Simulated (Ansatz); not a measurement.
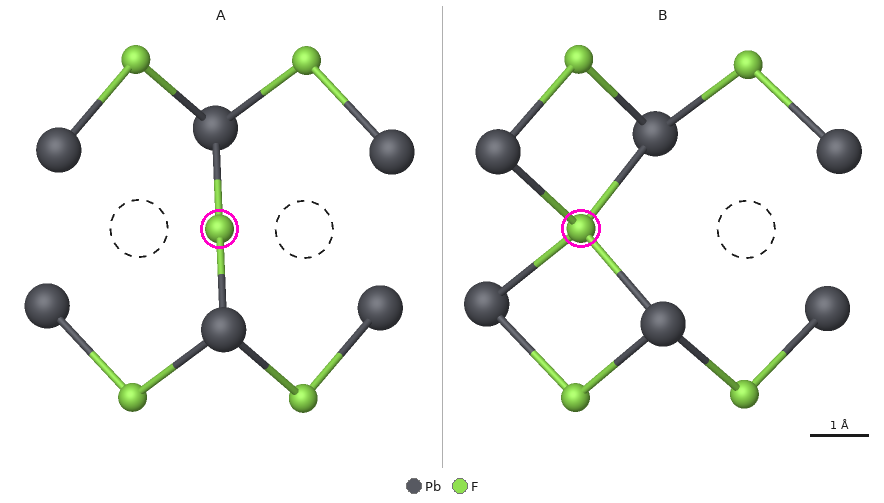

A vacancy jump of fluorine in PbF$_{2}$ (Fm-3m phase), in a cell of charge +1 (on a uniform background) with 23 atoms, whose images lie 8.3 Å apart. One frame is the relaxed vacancy; in the other the neighbouring F atom (ringed) was set half-way along its jump of 2.95 Å and all atoms were relaxed in the symmetry of that start. Dashed circles mark empty sites. Style: ball-and-stick. Shown: the slice 3.8 Å thick through the jump, out to 4.3 Å from its middle, across the jump.

These are results of DFT PBEsol, scalar-relativistic, plane waves, PAW (Ansatz 0.2.0), not measurements. (plane-wave cutoff 420 eV; k-point mesh 4 × 4 × 4; occupations gaussian; smearing width 0.05 eV; no spin polarisation; atoms relaxed in a fixed cell; force threshold 0.02 eV/Å).

Q: What does the half-way point cost?

A: Frame A is the half-way start after relaxation. It lies 0.17 eV above the relaxed vacancy. The atom stays half-way, on the straight line. The symmetry of the start was kept and can hold it there, so for a path with one hump at the middle this is the barrier or an upper bound to it. There it has 2 Pb as nearest neighbours, the closest at 2.28 Å. The gap on the mesh is 3.38 eV with the relaxed vacancy and 3.67 eV half-way.

Limits of the set-up: the periodic images lie only 8.3 Å apart, so the values are limited by the cell's size; the cell is charged, on a uniform background, and energies carry no finite-size correction.
